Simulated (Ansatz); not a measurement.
## Electronic structure of Fe in real space

```yaml
crystal:
  lattice:
    - [2.83158, 0.00000, 0.00000]
    - [0.00000, 2.83158, 0.00000]
    - [0.00000, 0.00000, 2.83158]
  atoms:
    - { symbol: Fe, position: [0.00000, 0.00000, 0.00000] }
    - { symbol: Fe, position: [0.50000, 0.50000, 0.50000] }
```

Space group Im-3m; spin-polarised.

Level of theory: DFT PBE, scalar-relativistic, plane waves, PAW in Ansatz.

Core electrons are frozen (PAW), and the valence fields are smoothed inside the atomic spheres.

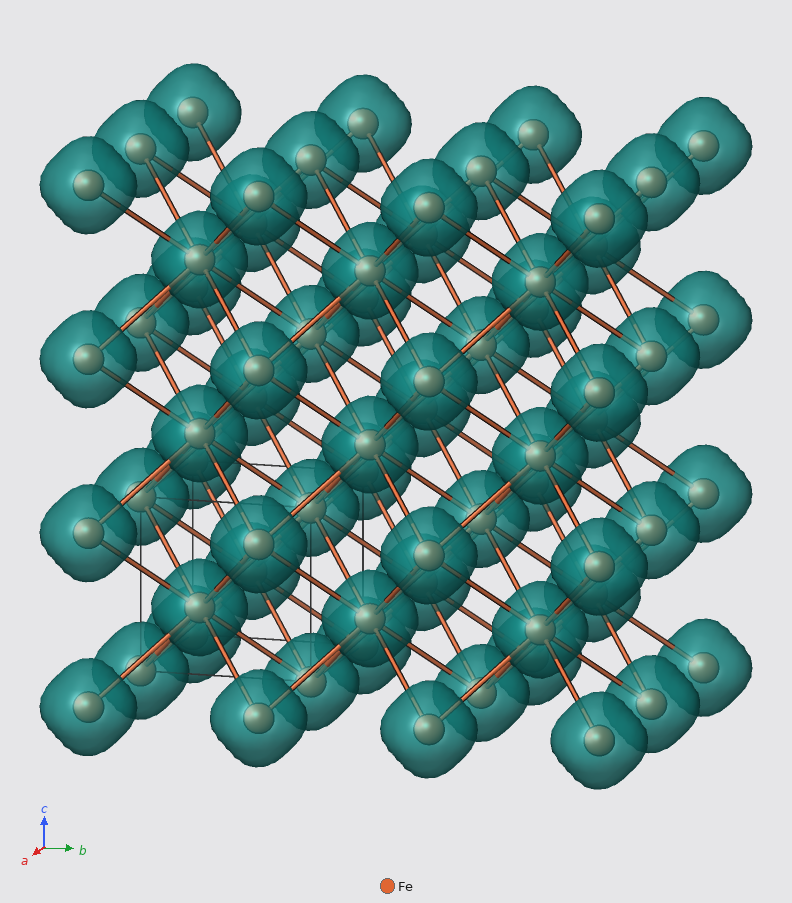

Figure 1. Isosurfaces of the spin density at +0.3 (teal) and −0.3 e/Å³ (pink), seen slightly off an axis. Sticks mark near contacts.

Where is the spin, and how is it ordered?

Answer. The spin density sits on Fe: +2.2 μB (×2) in one cell of 2 atoms: parallel moments, as they must be, since the calculation's own cell holds one magnetic site. The cell of the calculation (1 atoms) carries 2.1 μB of net spin moment. Only one sign reaches the isovalue.

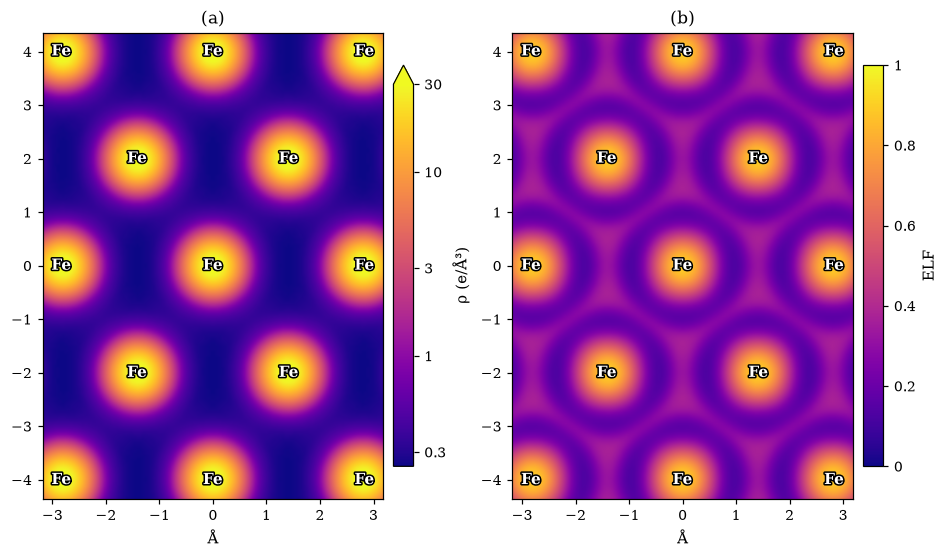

Figure 2. (a) valence charge density (pseudo); (b) ELF on the (11̄0) plane of the conventional cell.

What do the fields say about this system?

Answer.
- The section cuts through Fe sites.
- Fe–Fe (2.45 Å): ρ at the midpoint is about 0.36 e/Å³; the ELF is about 0.25 at the midpoint: no localised pair shows between them.
- Between the atoms the lowest density in this plane is 0.25 e/Å³.
- The features right at Fe lie inside the PAW spheres, where the map follows smoothed inner orbitals and isn't to be read closely.

Does the calculation give a band gap?

Answer. It is gapless in this calculation (a metal or semimetal).
